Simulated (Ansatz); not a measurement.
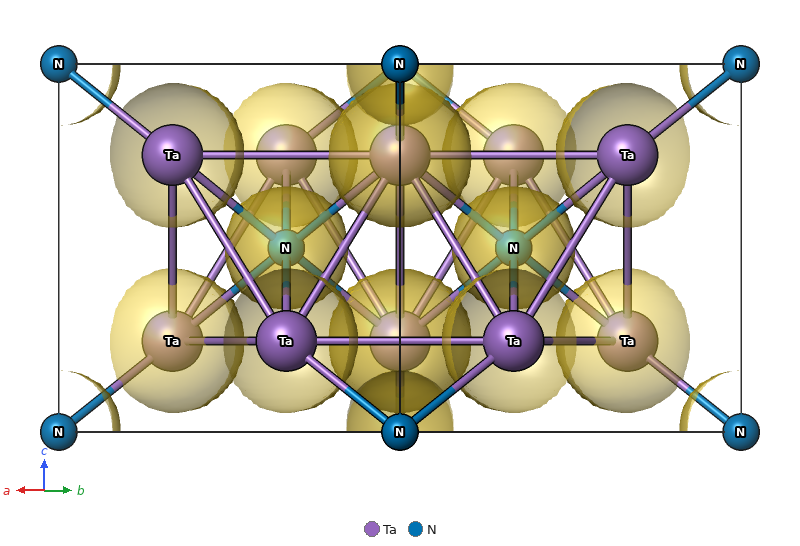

Ta$_{2}$N. Isosurface of the valence charge density (pseudo) at 0.8 e/Å³ (yellow), seen along [110]. Sticks mark near contacts.

Space group P-31m; a structure from a database of computed crystals, not necessarily the ambient phase; computed without spin polarisation.

Method: Ansatz 0.2.0, DFT LDA, scalar-relativistic, plane waves, PAW.

The density is the valence pseudo-density of a PAW calculation; it isn't the true density close to the nuclei.

The calculation's input:

```
crystal:
  lattice:
    - [5.3145177936, 0.0, 0.0]
    - [-2.6572588968, 4.6025074181, 0.0]
    - [0.0, 0.0, 4.9583724952]
  atoms:
    - { symbol: Ta, position: [0.6671217616, 0.6671217616, 0.7528586985] }
    - { symbol: Ta, position: [0.0, 0.3328782384, 0.7528586985] }
    - { symbol: Ta, position: [0.3328782384, 0.0, 0.7528586985] }
    - { symbol: Ta, position: [0.3328782384, 0.3328782384, 0.2471413015] }
    - { symbol: Ta, position: [0.0, 0.6671217616, 0.2471413015] }
    - { symbol: Ta, position: [0.6671217616, 0.0, 0.2471413015] }
    - { symbol: "N", position: [0.6666666667, 0.3333333333, 0.5] }
    - { symbol: "N", position: [0.3333333333, 0.6666666667, 0.5] }
    - { symbol: "N", position: [0.0, 0.0, 0.0] }
basis:
  ecutwfc: 420
kpoints:
  mp_grid: { grid: [12, 12, 8] }
hamiltonian:
  xc: lda
scf:
  occupations: { method: fermi_dirac, width: 0.15 }
output:
  forces: true
  stress: true
  eigenvalues: true
  write_density: true
  write_potential: true
  elf: true
  volumetric_format: npy
relax:
  adjacent_minimum: "off"
  f_tol: 0.001
  max_steps: 60
  cell: { stress_tol: 0.01 }
```

Command:

```sh
ansatz run input.yaml --threads 2 --pin off --max-ram 7168MiB --backend cpu --events-out ev --progress --plain --runs-dir out
```

Below, planes, directions and counts refer to the conventional cell (a = 5.23 Å, b = 5.23 Å, c = 4.89 Å, α = 90.00°, β = 90.00°, γ = 120.00°).

The fields are those of the relaxed geometry.

How is the density connected at this value?

Answer. At this value the density breaks into separate islands; it holds about 65 % of the electrons treated as valence (semicore included). It bridges none of the near contacts. It is pinched off along the shortest Ta–N (2.12 Å), Ta–Ta (2.98 Å) and Ta–Ta (3.02 Å) contacts. On the grid the lowest density along these lines, outside the cores, is 0.66 e/Å³ (Ta–N, 2.12 Å), 0.26 e/Å³ (Ta–Ta, 2.98 Å) and 0.26 e/Å³ (Ta–Ta, 3.02 Å).

Metal or insulator at this level of theory?

Answer. It is gapless in this calculation (a metal or semimetal); semilocal functionals without U, or without the true magnetic order, often close the gap of such compounds.
